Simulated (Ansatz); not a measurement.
Given this structure, coordinates from a relaxation with Ansatz, DFT, BLYP, plane waves (420 eV) with PAW, scalar-relativistic; the starting structure was generated, so it need not be a known form of this composition, written in its standard cell:

```cif
data_structure
_symmetry_space_group_name_H-M 'P6_3/mmc'
_symmetry_Int_Tables_number 194
_cell_length_a 2.8957
_cell_length_b 2.8957
_cell_length_c 5.3553
_cell_angle_alpha 90.000
_cell_angle_beta 90.000
_cell_angle_gamma 120.000
_cell_volume 38.89
loop_
_atom_site_label
_atom_site_type_symbol
_atom_site_symmetry_multiplicity
_atom_site_Wyckoff_symbol
_atom_site_fract_x
_atom_site_fract_y
_atom_site_fract_z
_atom_site_occupancy
Nb1 Nb 2 c 0.33333 0.66667 0.25000 1
```

What does the kinematic electron diffraction pattern along [001] look like at 120 kV (B = 0.5 Å²)?

Answer. The spots form a hexagonal net with both shortest vectors at d = 2.51 Å, 60.0° apart. They are 1 -1 0 and 1 0 0. The pattern has symmetry 6mm. No reflection of this zone is absent.

Strongest reflections with d > 0.80 Å, one of each family (|F|² from tabulated Gaussian fits of the electron scattering factors, times a small damping for the curvature of the Ewald sphere):

```
   hkl  d (Å)  I (strongest = 100)
2 -1 0  1.448                  100
 1 0 0  2.508                   81
 3 0 0  0.836                   18
 2 0 0  1.254                   17
3 -1 0  0.948                    7
```

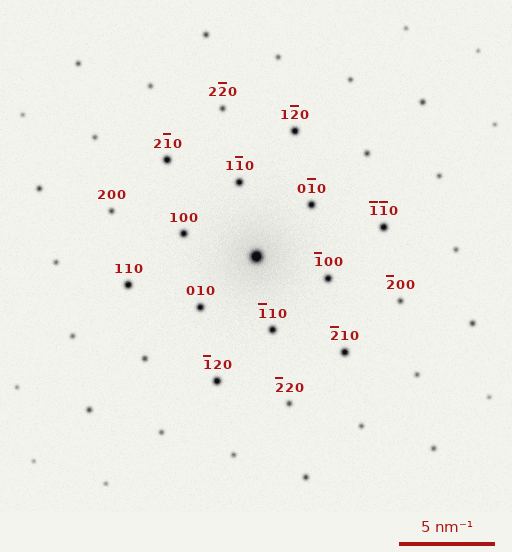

Calculated pattern, seen from the source side with [001] pointing towards the source.
